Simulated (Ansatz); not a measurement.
**Sn: 7 runs along one coordinate**

System: Sn (1 atom in the cell).
Method: Kohn-Sham DFT of a periodic cell, PBE, all-electron LAPW, scalar-relativistic, no spin polarisation (Ansatz 0.2.0).

The 7 runs differ only in the geometry, by an even scaling of the cell at fixed fractional positions. The structure derives from a Materials Project entry.

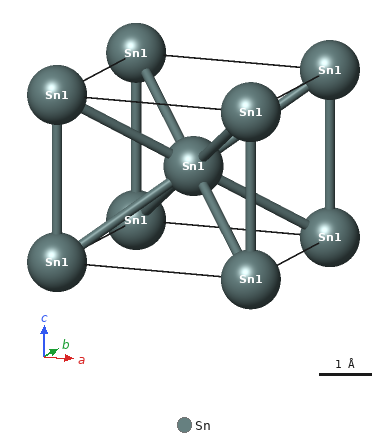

Figure 1. The structure of run 4 (ball-and-stick view of the cell 2 times as large as that of the calculation, set on its symmetry axes, seen slightly off an axis; atoms are numbered from 1 in the order of the input).

## Input of run 4
```yaml
crystal:
  lattice:
    - [-2.029189411, 2.029189411, 1.6607599896]
    - [2.029189411, -2.029189411, 1.6607599896]
    - [2.029189411, 2.029189411, -1.6607599896]
  atoms:
    - { symbol: Sn, position: [0.0, 0.0, 0.0] }
kpoints:
  mp_grid: { grid: [10, 10, 10] }
scf:
  occupations: { method: fermi_dirac, width: 0.05 }
hamiltonian:
  xc: pbe
  pseudopotentials: { kind: all_electron, lapw: { basis_error: 0.0005 } }
output:
  forces: true
  stress: true
  eigenvalues: true
```

Command:
```bash
ansatz run input.yaml --threads 1 --pin off --max-ram 3072MiB --backend cpu --events-out ev --progress --plain --runs-dir out
```

Run 5 differs from it as follows:
```diff
-    - [-2.029189411, 2.029189411, 1.6607599896]
-    - [2.029189411, -2.029189411, 1.6607599896]
-    - [2.029189411, 2.029189411, -1.6607599896]
+    - [-2.0426281431, 2.0426281431, 1.6717587207]
+    - [2.0426281431, -2.0426281431, 1.6717587207]
+    - [2.0426281431, 2.0426281431, -1.6717587207]
```

## Results, with one run withheld

| run | volume per atom (Å³) | free energy per atom, from the lowest run given (meV) | pressure (GPa) |
| --- | --- | --- | --- |
| 1 | 25.712 | 26.28 | 4.49 |
| 2 | 26.259 | 13.32 | 3.13 |
| 3 | 26.806 | 4.73 | 1.93 |
| 4 | 27.353 | 0.00 | 0.87 |
| 5 | 27.901 | ? | ? |
| 6 | 28.448 | 0.38 | −0.91 |
| 7 | 28.995 | 4.80 | −1.66 |

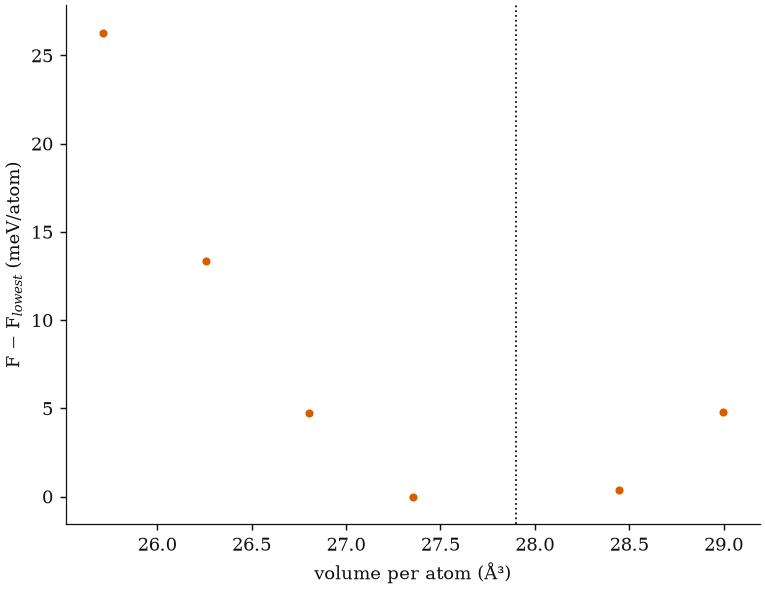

Figure 2. Free energy per atom of the runs given; the dotted line marks run 5.

Estimate the energy of run 5 from the others.

A cubic polynomial in V^(−2/3) (the Birch–Murnaghan form), fitted to the 6 runs given, misses them by at most 0.01 meV per atom. With x = V^(−2/3) − 0.11051 Å⁻², it reads F = 0.80831 + 2566.9 x + 7.7323e+05 x² + 3.8846e+06 x³ (meV per atom). At run 5 it gives −1.33 meV per atom, and the run itself gives −1.32. The slope of the fit gives a pressure −dF/dV of −0.08 GPa there, and the run prints −0.07 GPa. The fit has its minimum at 27.854 Å³ per atom, where V d²F/dV² gives 45.6 GPa. Cell shape and fractional positions are held, so this is the stiffness under even scaling; the relaxed bulk modulus wasn't computed.

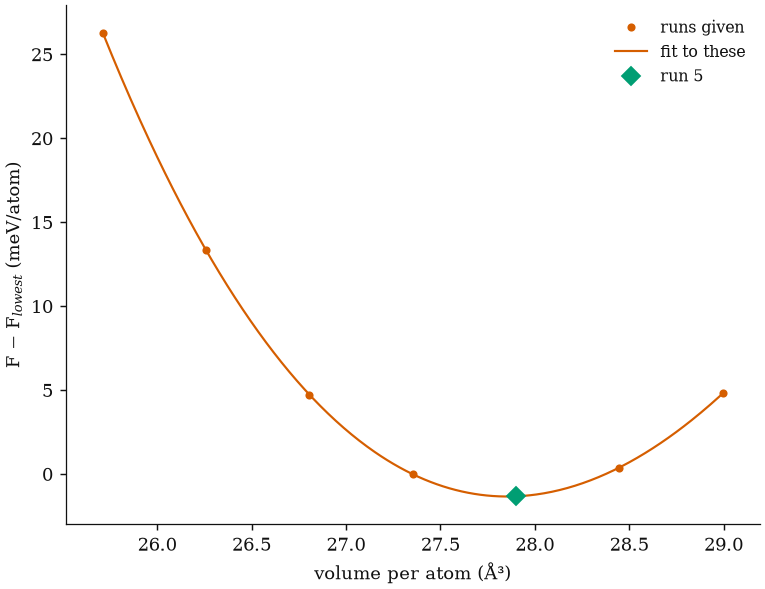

Figure 3. The fit and the withheld run.

## Output, shortened to warnings, some set-up lines, iterations and results (run 5)
```
Basis set: ecut = 177.32523062390592 eV, 159 PW (Γ), exchange–correlation at level 2
Symmetry: 16 space group operations
k-points: 102 of 1000
Initial density: superposition of atomic densities (chi_scale 0.1, normalization cell)
[...]
SCF iter   1: F=—  HF=-168089.381024 eV  |F-HF|=—  |Δ(HF+E_count)|=         —  Δρ=4.72e-3  dr2=4.05e-3  ethr=1.81e-5  ⟨swp⟩=3.8  Hψ=11267  notcnv=0
SCF iter   2: F=—  HF=-168089.369434 eV  |F-HF|=—  |Δ(HF+E_count)|=   1.16e-2  Δρ=2.86e-3  dr2=1.80e-3  ethr=1.81e-5  ⟨swp⟩=2.0  Hψ=4393  notcnv=0
SCF iter   3: F=—  HF=-168089.368835 eV  |F-HF|=—  |Δ(HF+E_count)|=   5.99e-4  Δρ=1.62e-3  dr2=6.90e-4  ethr=8.18e-6  ⟨swp⟩=2.0  Hψ=4393  notcnv=0
SCF iter   4: F=—  HF=-168089.368923 eV  |F-HF|=—  |Δ(HF+E_count)|=   8.81e-5  Δρ=7.68e-4  dr2=1.88e-4  ethr=3.13e-6  ⟨swp⟩=2.0  Hψ=4393  notcnv=0
SCF iter   5: F=—  HF=-168089.369008 eV  |F-HF|=—  |Δ(HF+E_count)|=   8.53e-5  Δρ=1.35e-4  dr2=6.39e-6  ethr=2.90e-8  ⟨swp⟩=2.0  Hψ=7466  notcnv=0
SCF iter   6: F=—  HF=-168089.369009 eV  |F-HF|=—  |Δ(HF+E_count)|=   1.05e-6  Δρ=3.70e-5  dr2=2.84e-7  ethr=2.90e-8  ⟨swp⟩=2.0  Hψ=4393  notcnv=0
SCF iter   7: F=-168089.369009 eV  HF=-168089.369009 eV  |F-HF|=6.69e-9  |Δ(HF+E_count)|=   1.77e-7  Δρ=7.13e-6  dr2=1.34e-8  ethr=1.29e-9  ⟨swp⟩=3.0  Hψ=4559  notcnv=0
SCF 1 converged in 7 iterations: F = -168089.369009 eV  dr2 = 1.34e-8
SCF converged after 7 iterations
Free energy (F): -168089.369009 eV
Harris-Foulkes:  -168089.369009 eV  (|F-HF|=6.69e-9)
Internal energy: -168089.364057 eV  (E = F + TS)
E sigma→0 (E₀):  -168089.366533 eV
Entropy (-TS):   -0.004952 eV (-4.952 meV/atom)
Fermi energy:    13.270576 eV
--- Per-component energies (eV) ---
  E_band       = -709.873965
  E_kinetic    = 176783.218942
  E_xc         = -4497.410143
  E_electrostatic = -340375.172856  (all electrons and nuclei)
  E_smearing   = -0.004952  (= −TS)
  E_closure    = 0.000000  (closes the sum)
  E_atoms      = -168085.610346  (free atoms, spherical and without spin; not in F)
  Σ components = -168089.369009   (vs F -168089.369009, Δ=0.00e0)
  Basis errors (estimates in eV, not in F): energy 1.2e-4 per atom: plane waves 1.2e-4 (5.9e-5 summed), levels above the bands 1.4e-87, relativity 2.3e-9, radial functions 2.5e-6, core shells 1.2e-10; eigenvalues (radial functions only) 1.6e-5; not estimated: angular momenta, meshes, grids; target …
--- Forces (eV/Å), atoms counted from 1 ---
  atom   1  Sn     0.00000000     0.00000000     0.00000000
  max |Σ_I F_I| component: 1.23e-32 eV/Å
--- Stress (GPa, compression-positive) ---
       -0.405584       0.000000       0.000000
        0.000000      -0.405584      -0.000000
        0.000000      -0.000000       0.594629
  P = ⅓ Tr σ = -0.0722 GPa (-0.722 kbar)
```
